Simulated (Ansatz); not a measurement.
# Single-point calculation, with input and output: MoS₂

System: MoS₂ (P6₃/mmc, 6 atoms in the cell).
Method: DFT, PBE, plane waves, PAW, no spin polarisation (Ansatz 0.2.0).

The structure was built on a prototype by a generator. The geometry comes from this level: r2scan-rvv10 (a point of a series of volumes). It belongs to a series of runs on one base structure; here: volume +12%. Figures and captions count atoms from 1; the log counts them from 0 in places.

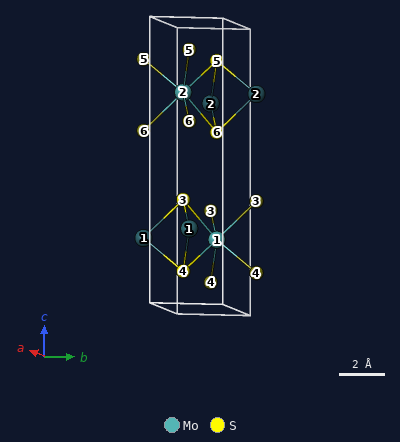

The structure (ball-and-stick view of the cell of the calculation, seen at an oblique angle; neighbours outside the cell are drawn fainter; atoms are numbered from 1 in the order of the input).

Input file:
```yaml
crystal:
  lattice:
    - [3.2951774637, 0.0, 0.0]
    - [-1.6475887319, 2.8537073935, 0.0]
    - [0.0, 0.0, 12.9146632024]
  atoms:
    - { symbol: Mo, position: [0.3333333333, 0.6666666667, 0.25] }
    - { symbol: Mo, position: [0.6666666667, 0.3333333333, 0.75] }
    - { symbol: S, position: [0.6666666667, 0.3333333333, 0.3750995328] }
    - { symbol: S, position: [0.6666666667, 0.3333333333, 0.1249004672] }
    - { symbol: S, position: [0.3333333333, 0.6666666667, 0.8750995328] }
    - { symbol: S, position: [0.3333333333, 0.6666666667, 0.6249004672] }
kpoints:
  mp_grid: { grid: [6, 6, 2] }
hamiltonian:
  xc: pbe
scf:
  occupations: { method: fermi_dirac, width: 0.02 }
  n_extra_bands: 5
output:
  forces: true
  stress: true
  eigenvalues: true
basis:
  ecutwfc: 260
```

Run as:
```bash
ansatz run input.yaml --threads 2 --pin off --max-ram 3686MiB --backend cpu --events-out ev --progress --plain --runs-dir out
```

What the program printed:
```
Warning: basis.ecutwfc = 260 eV is below the records' recommended 420 eV, and the density's cutoff is lower with it unless basis.ecutrho_ratio is high enough to keep the records' density cutoff: compare with a run at a higher cutoff
scf.n_extra_bands = 5 over 26 filled bands (N_el = 52.0): the run solves 31 bands
Engine: ansatz 0.2.0, aarch64-unknown-linux-gnu
Pseudopotentials: kind: paw
Pseudopotential: Mo, paw, valence charge 14, recommended cutoff 420 eV (normal), Mo.paw.azcp
Pseudopotential: S, paw, valence charge 6, recommended cutoff 420 eV (normal), S.paw.azcp
Functional definition: PBE
  parameter kappa = 0.804
  parameter beta = 0.06672455060314922
  exchange = pbe_x(kappa = kappa, mu = beta*pi^2/3)
  correlation = pbe_c(beta = beta)
Crystal: 6 atoms, lattice volume = 121.443 Å³
Basis set: ecut = 260 eV, 1203 PW (Γ), exchange–correlation on 36×36×144 points (8 copies of the dense FFT grid, shifted against one another)
Bands: 31, of which v1, the nominal top of the filled ones, is band 26 counted from 1 (25 counted from 0)
Symmetry: 24 space group operations
Space group: P63/mmc (ITA 194), of the structure as read, at distance tolerance 5.0e-5 Å
k-points: 14 of 72
Non-local potential: Mo, projectors of the file, l = 0: 3, l = 1: 2, l = 2: 2, l = 3: 1
Non-local potential: S, projectors of the file, l = 0: 2, l = 1: 2, l = 2: 2
PAW form: soft (Blöchl's): semilocal exchange-correlation on the pseudo side does not see the compensation charge
PAW one-centre angular grid: Mo, 590 points (default); XC on 64 Gauss nodes
PAW one-centre angular grid: S, 110 points (default); XC on 64 Gauss nodes
Initial density: superposition of atomic densities (neutral atoms: chi_scale 0, normalization atom), corrected by the library's trained network
Initial wavefunctions: pseudopotential atomic-orbital guess
Functional: x = pbe(κ = 0.804, μ = 0.2195149727645171), c = pbe(β = 0.06672455060314922)
SCF iter   1: F=—  HF=-13524.208702 eV  |F-HF|=—  |Δ(HF+E_count)|=         —  Δρ=9.49e-3  dr2=4.63e-2  ethr=1.77e-3  ⟨swp⟩=6.8  Hψ=1811  notcnv=0
preconditioner: auto → Resta (q_TF=auto, 2.369 Å⁻¹)  ε∞=9.3  [insulator: Δε(μ)=0.983 eV  Ē_g=7.024 eV  σ=0.020 eV  W_gap=1.00  n_scr=26 (ndim 8)  ℏωp=20.2 eV  f_vac=0.035  D(μ)=0.00/eV (n_scr^D=0)  ε∞_Penn≈9.3]
SCF iter   2: F=—  HF=-13524.212048 eV  |F-HF|=—  |Δ(HF+E_count)|=   3.35e-3  Δρ=4.87e-3  dr2=1.34e-2  ethr=8.90e-5  ⟨swp⟩=2.9  Hψ=946  notcnv=0  defer=9
SCF iter   3: F=—  HF=-13524.214414 eV  |F-HF|=—  |Δ(HF+E_count)|=   2.37e-3  Δρ=2.36e-3  dr2=2.45e-3  ethr=2.57e-5  ⟨swp⟩=2.0  Hψ=633  notcnv=0  defer=9
SCF iter   4: F=—  HF=-13524.215759 eV  |F-HF|=—  |Δ(HF+E_count)|=   1.35e-3  Δρ=2.99e-4  dr2=5.22e-5  ethr=4.72e-6  ⟨swp⟩=2.0  Hψ=850  notcnv=0  defer=9
SCF iter   5: F=—  HF=-13524.215365 eV  |F-HF|=—  |Δ(HF+E_count)|=   3.94e-4  Δρ=3.92e-5  dr2=3.00e-6  ethr=1.00e-7  ⟨swp⟩=2.5  Hψ=727  notcnv=0  defer=9
SCF iter   6: F=-13524.215366 eV  HF=-13524.215366 eV  |F-HF|=2.69e-8  |Δ(HF+E_count)|=   4.82e-7  Δρ=7.68e-6  dr2=9.33e-8  ethr=1.92e-10  ⟨swp⟩=6.5  Hψ=1926  notcnv=0
SCF 1 converged in 6 iterations: F = -13524.215366 eV  dr2 = 9.33e-8
  greatest PAW one-centre occupation: 0.999 electrons in one spin orbital (limit 2), on the Mo atom at site 1 (counted from 0), in its partial waves of l = 0
```

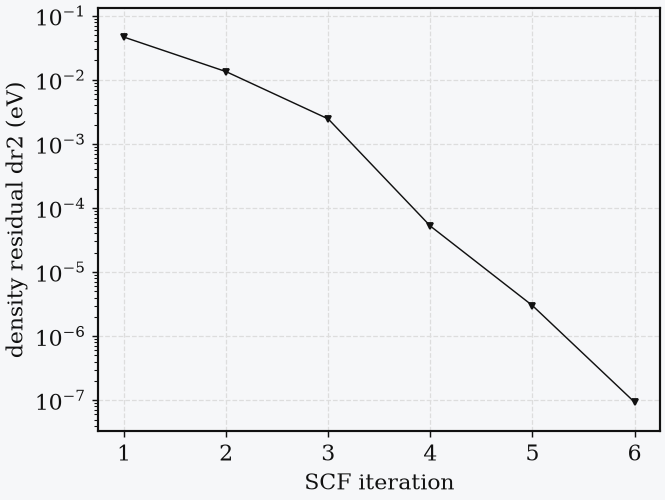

Convergence of the self-consistent field: density residual dr2 against the SCF iteration. The residual falls at every step.

```
SCF converged after 6 iterations
Free energy (F): -13524.215366 eV
Harris-Foulkes:  -13524.215366 eV  (|F-HF|=2.69e-8)
Internal energy: -13524.215366 eV  (E = F + TS)
E sigma→0 (E₀):  -13524.215366 eV
Fermi energy:    9.321485 eV
--- Per-component energies (eV) ---
  E_band       = -402.331842
  E_kinetic    = 1294.955589
  E_local      = -4168.997856  (includes V_loc(G=0)·N_el)
  E_nonlocal   = 395.785965
  E_hartree    = 1591.131858
  E_xc         = -750.568066
  E_vxc        = -801.378846  (∫ρ·V_xc dr)
  E_paw        = -8801.469101  (= ΣΔE_a)
  E_vpaw       = -304.950903  (= ΣTr[D̂ρ^β])
  E_aug_tail   = 0.000557  (compensation charges beyond the density's cutoff)
  E_ewald      = -3085.054311
  E_smearing   = -0.000000  (= −TS)
  E_closure    = 0.000000  (closes the sum)
  Σ components = -13524.215366   (vs F -13524.215366, Δ=0.00e0)
--- Forces (eV/Å), atoms counted from 1 ---
  atom   1  Mo     0.00000000     0.00000000    -0.00000000
  atom   2  Mo    -0.00000000    -0.00000000     0.00000000
  atom   3  S      0.00000000     0.00000000    -1.37475445
  atom   4  S      0.00000000     0.00000000     1.37475445
  atom   5  S     -0.00000000    -0.00000000    -1.37475445
  atom   6  S     -0.00000000    -0.00000000     1.37475445
  max |Σ_I F_I| component: 2.08e-17 eV/Å
--- Stress (GPa, compression-positive) ---
      -10.233863       0.000000       0.000000
        0.000000     -10.233863       0.000000
        0.000000       0.000000     -10.549816
  P = ⅓ Tr σ = -10.3392 GPa (-103.392 kbar)
--- Band table (eV; the first three rows and the last of 14) ---
  k-point 0: bands = ["-52.8276", "-52.8276", "-26.8060", "-26.8025", "-26.6865", "-26.6865", "-26.6863", "-26.6863", "-5.2586", "-5.0747", "-4.2444", "-3.9571", "2.8692", "3.6567", "5.9605", "6.0389", "6.0389", "6.0523", "6.0523", "6.9700", "6.9700", "7.0031", "7.0031", "7.7366", "8.1061", "8.8596", "10.8141", "10.8141", "10.8310", "10.8310", "10.8927"]
  k-point 1: bands = ["-52.8276", "-52.8276", "-26.7954", "-26.7954", "-26.6875", "-26.6875", "-26.6875", "-26.6875", "-5.1761", "-5.1761", "-4.0882", "-4.0882", "3.2091", "3.2091", "6.0420", "6.0420", "6.0420", "6.0420", "6.7221", "6.7221", "6.9910", "6.9910", "6.9910", "6.9910", "8.6737", "8.6737", "10.8238", "10.8238", "10.8238", "10.8238", "10.9539"]
  k-point 2: bands = ["-52.8220", "-52.8220", "-26.7901", "-26.7865", "-26.7429", "-26.7401", "-26.7001", "-26.6972", "-4.9216", "-4.7455", "-4.0755", "-3.8174", "3.2629", "4.0291", "5.2980", "5.3490", "5.3751", "6.0240", "6.3691", "6.3979", "6.4905", "6.5359", "7.0751", "7.7582", "8.0131", "8.2518", "10.2725", "10.5712", "10.5775", "10.7133", "10.7399"]
  k-point 13: bands = ["-52.8027", "-52.8027", "-26.8662", "-26.8662", "-26.8412", "-26.8412", "-26.7510", "-26.7510", "-3.4099", "-3.4099", "-3.2688", "-3.2688", "3.5764", "3.5764", "4.1818", "4.1818", "4.7227", "4.7227", "4.9368", "4.9368", "5.7986", "5.7986", "6.3187", "6.3187", "8.3729", "8.3729", "9.8252", "9.8252", "11.1846", "11.1846", "11.4025"]
```

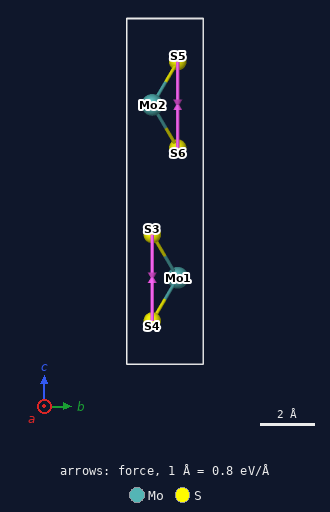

Forces on the atoms as pink arrows (ball-and-stick view of the cell of the calculation, along the a axis; atoms are numbered from 1 in the order of the input). The largest act on all 4 S atoms (1.37 eV/Å). The geometry is not a stationary point of this energy.

Key numbers:

| quantity | value |
| --- | --- |
| outcome | converged |
| space group (tolerance 0.01 Å) | P6₃/mmc (194) |
| electrons treated | 52 |
| free energy | −13524.2154 eV |
| Fermi energy | 9.321 eV |
| gap on the k-point mesh | 0.97 eV |
| pressure | −10.34 GPa |
| largest force (length of the vector) | 1.375 eV/Å |
| hardware | 2 threads of Arm Neoverse V1, 24 GiB of memory available, shared host |
| wall time | 0.93 s (CPU time 1.7 s) |
| peak memory | 0.32 GiB |

Remarks:

Warnings of the run: the cutoff is below the recommended one.
